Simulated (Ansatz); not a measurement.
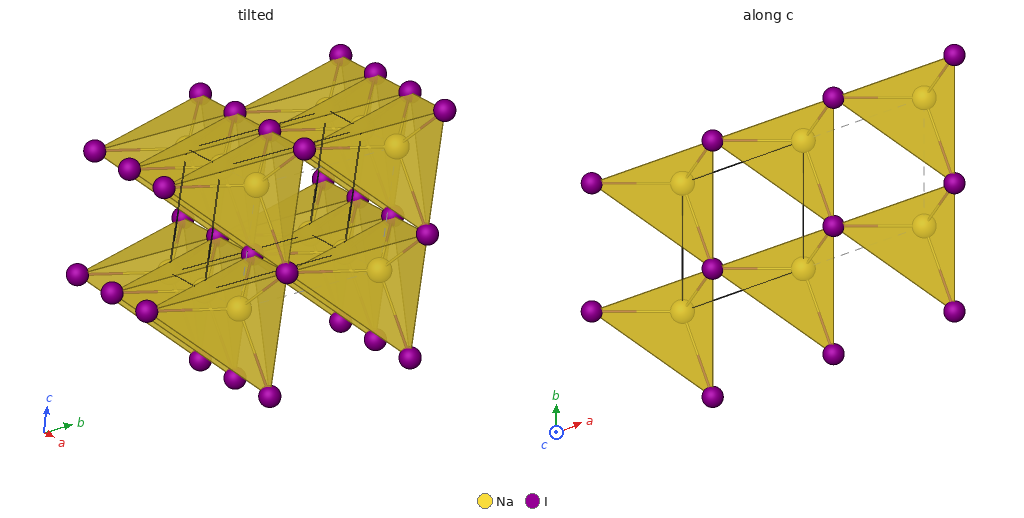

An orthographic polyhedral view of the structure, slightly off an axis and along the c axis. Solid lines give the simulation cell, repeated here 2×1×1 times. Some neighbours outside the box are added.

The calculation's input:
```yaml
crystal:
  lattice:
    - [0.0, 3.5431917333, 3.5431917333]
    - [3.5431917333, 0.0, 3.5431917333]
    - [3.5431917333, 3.5431917333, 0.0]
  atoms:
    - { symbol: Na, position: [0.0, 0.0, 0.0] }
    - { symbol: I, position: [0.25, 0.25, 0.25] }
kpoints:
  mp_grid: { grid: [4, 4, 4] }
hamiltonian:
  xc: hse06
scf:
  occupations: { method: fixed }
gw:
  n_empty_bands: 487
  ecut_chi: 180
  qp_bands: [v2, c2]
  qp_kpoints: band_edges
  screening: { model: contour_deformation }
```

Method used: Ansatz, G0W0 on HSE06, plane waves, PAW. It ran with a cutoff energy of 420 eV, a 4×4×4 mesh of k-points, no spin polarisation.

**What is the electronic character?**

An insulator at this level, with a gap of 4.81 eV, direct.

The structure comes from a structure type filled with these elements by a generator (whether the compound takes this form wasn't checked). Earlier steps of the study may have refined or changed the cell and positions. It was run through Ansatz as a DFT input.
